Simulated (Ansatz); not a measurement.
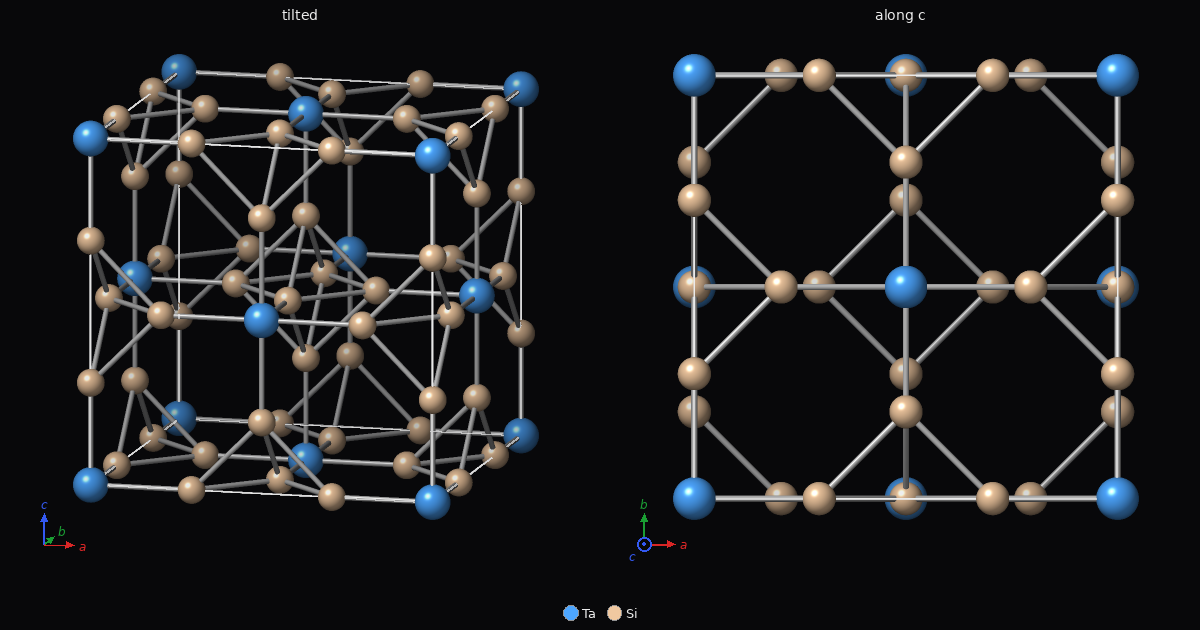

A ball-and-stick rendering, viewed slightly off an axis and along the c axis. One conventional unit cell is framed, with atoms on its boundary repeated. Cell: a = 8.54 Å, b = 8.54 Å, c = 8.54 Å, α = 90.00°, β = 90.00°, γ = 90.00°.

Provenance: a random cell made by a generator, so it need not be a real form of the compound. Earlier steps of the study may have refined or changed the cell and positions. Ansatz was used for an electronic-structure calculation on it.

### What is this?

Its composition is TaSi6. It belongs to space group Fm-3m (No. 225) and has a face-centred cubic lattice. Cell content 4 Ta, 24 Si; Z = 4. Each Ta is bonded to six Si in an octahedral arrangement at about 2.5 Å. The neighbours of Si are four Si and one Ta (about 2.5 Å to Si, 2.5 Å to Ta). The bonds build a three-dimensional framework.

Run with Ansatz, DFT PBE, scalar-relativistic, plane waves, PAW and these settings: a cutoff energy of 420 eV, k-points about 0.16 Å⁻¹ apart, Gaussian smearing of 0.1 eV, no spin polarisation.

### Classify it as metallic or gapped, with the value.

A metal: bands cross the Fermi level.

### What net charge does each kind of atom have (Bader)?

Ta +0.83 e; Si -0.14 e.

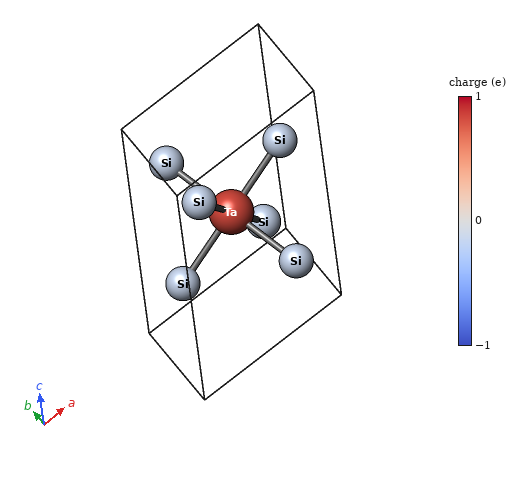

The atoms coloured by those charges. The run's cell of 7 atoms is drawn, so axes and origin can differ from the first picture.

### Are forces and stress small enough to call this relaxed?

Yes. All forces vanish to within 0.01 eV/Å. The pressure is 0.0 GPa, close to zero.
